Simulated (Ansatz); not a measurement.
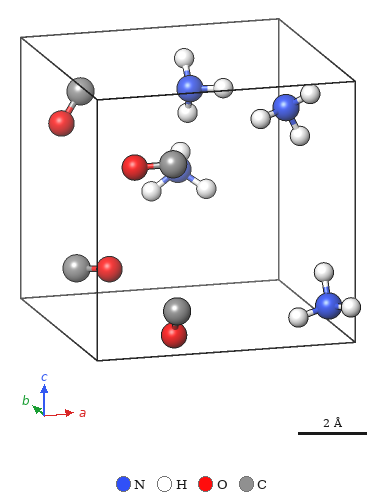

Starting frame of a dynamics run of a periodic cell with 4 NH3 + 4 CO at 0.593 g/cm³. The picture is a ball-and-stick view of the simulation cell, seen slightly off an axis.

Level of theory: Ansatz 0.2.0, DFT PBE-D3(BJ), scalar-relativistic, plane waves, PAW.

Input file:
```yaml
accuracy: low
crystal:
  lattice:
    - [7.960219, 0.0, 0.0]
    - [0.0, 7.960219, 0.0]
    - [0.0, 0.0, 7.960219]
  atoms:
    - { symbol: "N", position: [0.85750788, 0.42505114, 0.80768908] }
    - { symbol: H, position: [0.74295718, 0.37024972, 0.78551084] }
    - { symbol: H, position: [0.91447793, 0.43561976, 0.69272627] }
    - { symbol: H, position: [0.92616936, 0.33949015, 0.87568985] }
    - { symbol: "N", position: [0.5740856, 0.7242011, 0.8290315] }
    - { symbol: H, position: [0.57667137, 0.81004449, 0.92468674] }
    - { symbol: H, position: [0.6820173, 0.6537357, 0.8398687] }
    - { symbol: H, position: [0.58457032, 0.79190516, 0.71954758] }
    - { symbol: "N", position: [0.93049462, 0.1138582, 0.1170144] }
    - { symbol: H, position: [0.98252254, -0.00253296, 0.13571824] }
    - { symbol: H, position: [0.92905759, 0.17078931, 0.23217683] }
    - { symbol: H, position: [0.80715416, 0.09326654, 0.08655143] }
    - { symbol: "N", position: [0.58871471, 0.93283913, 0.46859374] }
    - { symbol: H, position: [0.63305558, 1.04790179, 0.50466149] }
    - { symbol: H, position: [0.68309234, 0.87875696, 0.40019726] }
    - { symbol: H, position: [0.49333295, 0.95651866, 0.38562961] }
    - { symbol: O, position: [0.37700839, 0.26862818, 0.00717092] }
    - { symbol: C, position: [0.36341894, 0.1827537, 0.12005575] }
    - { symbol: O, position: [0.29156431, 0.49341275, 0.60189947] }
    - { symbol: C, position: [0.42689194, 0.4486064, 0.61537272] }
    - { symbol: O, position: [0.11900964, 0.87076689, 0.69267339] }
    - { symbol: C, position: [0.20437891, 0.90927624, 0.8004057] }
    - { symbol: O, position: [0.22770822, 0.61005327, 0.18913101] }
    - { symbol: C, position: [0.13208773, 0.71692251, 0.17358099] }
basis:
  ecutwfc: 420.0
kpoints:
  mp_grid: { grid: [1, 1, 1] }
hamiltonian:
  xc: pbe
  dispersion: d3bj
scf:
  occupations: { method: fermi_dirac, width: 0.05 }
  lower_state_search: "off"
md:
  timestep: 0.5
  n_steps: 150
  ensemble: nvt_langevin
  temperature: 250.0
  initial_velocities: maxwell_boltzmann
  seed: 842122
  friction: 0.02
```

Launched with:
```bash
ansatz run input.yaml --threads 1 --pin off --max-ram 3072MiB --backend cpu --events-out ev --progress --plain --runs-dir out
```

> Predict how the run goes.

Over the second half the temperature averages 220 K (spread ±22 K). The potential energy in the second half lies on average 18.4 meV per atom above the first frame. Root-mean-square distances from the starting positions over the second half, with the common drift of all atoms taken out: H 0.52 Å, C 0.33 Å, N 0.27 Å, O 0.22 Å. The heavy atoms stay within a fraction of a molecule's size of their starting places; so short a run doesn't tell a liquid from a solid.

Along the run (each row but the first and the last is the mean over the interval that it begins):

```csv
time (fs),potential energy (meV/atom),T (K)
0.0,0.0,240
9.0,9.1,205
18.0,11.6,209
27.0,14.0,196
36.0,16.2,224
45.0,17.1,237
54.0,19.0,208
63.0,20.1,215
72.0,20.3,214
```

The paths of the atoms:

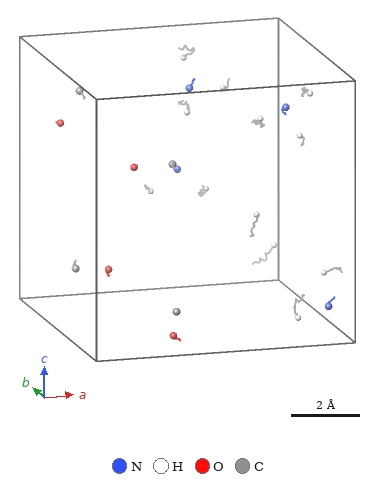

Limits of the set-up: the program's low-accuracy preset was used; the periodic images lie only 8.0 Å apart, so the values are limited by the cell's size.

Cost: 12 min on 1 thread of AMD EPYC 7571, with other jobs on the host, peak memory 0.52 GiB.
